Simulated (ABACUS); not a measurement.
# Energy of SiC along an even scaling of the cell

System: SiC (4 atoms in the cell).
Method: Kohn-Sham DFT of a periodic cell, PBEsol, PseudoDojo NC SR 0.4.1 PBEsol standard, no spin polarisation (ABACUS 3.10.1).

The 7 runs differ only in the geometry, by an even scaling of the cell at fixed fractional positions. The structure derives from an entry of the Crystallography Open Database.

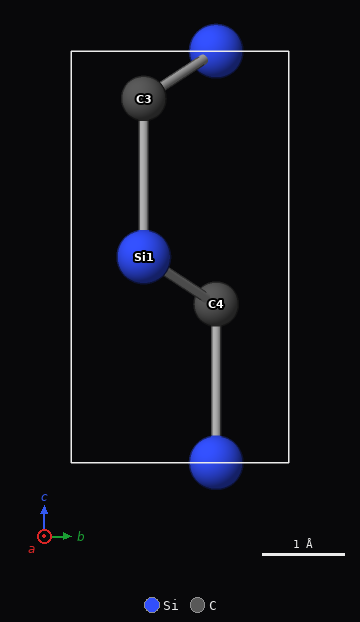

Figure 1. The structure of run 4 (ball-and-stick view of the cell of the calculation, along the a axis; atoms are numbered from 1 in the order of the input). An atom can appear more than once, as a periodic image.

**The input of run 4**
```
INPUT_PARAMETERS
suffix              SiC
calculation         scf
basis_type          pw
pseudo_dir          ./
symmetry            1
dft_functional      pbesol
ecutwfc             82
pseudo_rcut         7
nspin               1
nbands              12
ks_solver           dav
smearing_method     fd
smearing_sigma      0.00367493
scf_thr             1e-08
scf_nmax            100
mixing_type         broyden
mixing_beta         0.7
cal_force           1
cal_stress          1
kpar                4
```

**File STRU of run 4**
```
ATOMIC_SPECIES
Si 28.0850 Si.upf
C 12.0110 C.upf

LATTICE_CONSTANT
1.8897261246

LATTICE_VECTORS
3.0760000000 0.0000000000 0.0000000000
-1.5380000000 2.6638941420 0.0000000000
0.0000000000 0.0000000000 5.0480000000

ATOMIC_POSITIONS
Direct

Si
0.0
2
0.6666666667 0.3333333333 0.5000000000 1 1 1
0.3333333333 0.6666666667 0.0000000000 1 1 1

C
0.0
2
0.6666666667 0.3333333333 0.8850000000 1 1 1
0.3333333333 0.6666666667 0.3850000000 1 1 1
```

**File KPT of run 4**
```
K_POINTS
0
Gamma
10 10 5 0 0 0
```

Command:
```bash
OMP_NUM_THREADS=1 mpirun -np 4 abacus > log
```

Run 2 differs from it as follows:
```diff
-3.0760000000 0.0000000000 0.0000000000
--1.5380000000 2.6638941420 0.0000000000
-0.0000000000 0.0000000000 5.0480000000
+3.0344273363 0.0000000000 0.0000000000
+-1.5172136681 2.6278911591 0.0000000000
+0.0000000000 0.0000000000 4.9797754205
```

**Results, with one run withheld**

```tsv
run	volume per atom (Å³)	free energy per atom, from the lowest run given (meV)	pressure (GPa)	gap on the mesh (eV)
1	9.721	30.05	15.81	2.23
2	9.927	?	?	?
3	10.134	3.46	4.99	2.30
4	10.341	0.00	0.31	2.33
5	10.548	2.28	−3.92	2.36
6	10.755	9.79	−7.77	2.39
7	10.961	22.02	−11.25	2.37
```

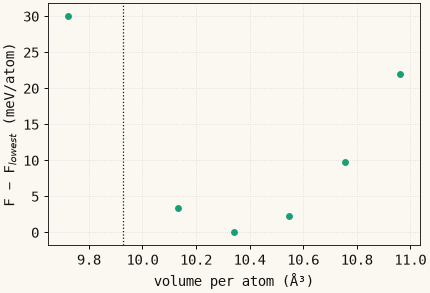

Figure 2. Free energy per atom of the runs given; the dotted line marks run 2.

Estimate the energy of run 2 from the others.

A cubic polynomial in V^(−2/3) (the Birch–Murnaghan form), fitted to the 6 runs given, misses them by at most 0.01 meV per atom. With x = V^(−2/3) − 0.20993 Å⁻², it reads F = 0.059019 − 366.97 x + 3.6384e+05 x² − 1.4197e+05 x³ (meV per atom). At run 2 it gives 13.31 meV per atom, and the run itself gives 13.26. The slope of the fit gives a pressure −dF/dV of 10.24 GPa there, and the run prints 10.13 GPa. The two needn't agree exactly: the fit is approximate, and the printed stress is taken on a finite basis. The fit has its minimum at 10.359 Å³ per atom, where V d²F/dV² gives 221 GPa. Cell shape and fractional positions are held, so this is the stiffness under even scaling; the relaxed bulk modulus wasn't computed. The gap on the mesh lies between 2.23 eV (run 1) and 2.39 eV (run 6); run 2 has 2.26 eV. These are gaps of this functional on this mesh, which can miss the band edges; they aren't the measured gap.

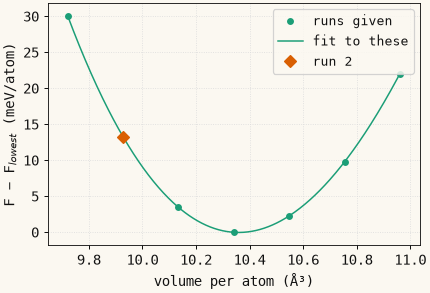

Figure 3. The fit and the withheld run.

**Some lines of the output (run 2)**
```
[...]
                          Volume (Bohr^3) = 267.973
                             Volume (A^3) = 39.7094
 E_Fermi        0.7665577686         10.4295534990
 E_Fermi        0.8569747806         11.6597400584
 E_Fermi        0.8427630954         11.4663801622
 E_Fermi        0.8452016348         11.4995581916
 E_Fermi        0.8459048367         11.5091257445
 E_Fermi        0.8460231543         11.5107355383
 E_KS(sigma->0) -41.0172993063       -558.0689871367
 E_Fermi        0.8459807447         11.5101585266
 final etot is -558.06898714 eV
 EFERMI = 11.510158527 eV
 TOTAL-PRESSURE: 101.345708 KBAR
 !FINAL_ETOT_IS -558.0689871367426349 eV
```
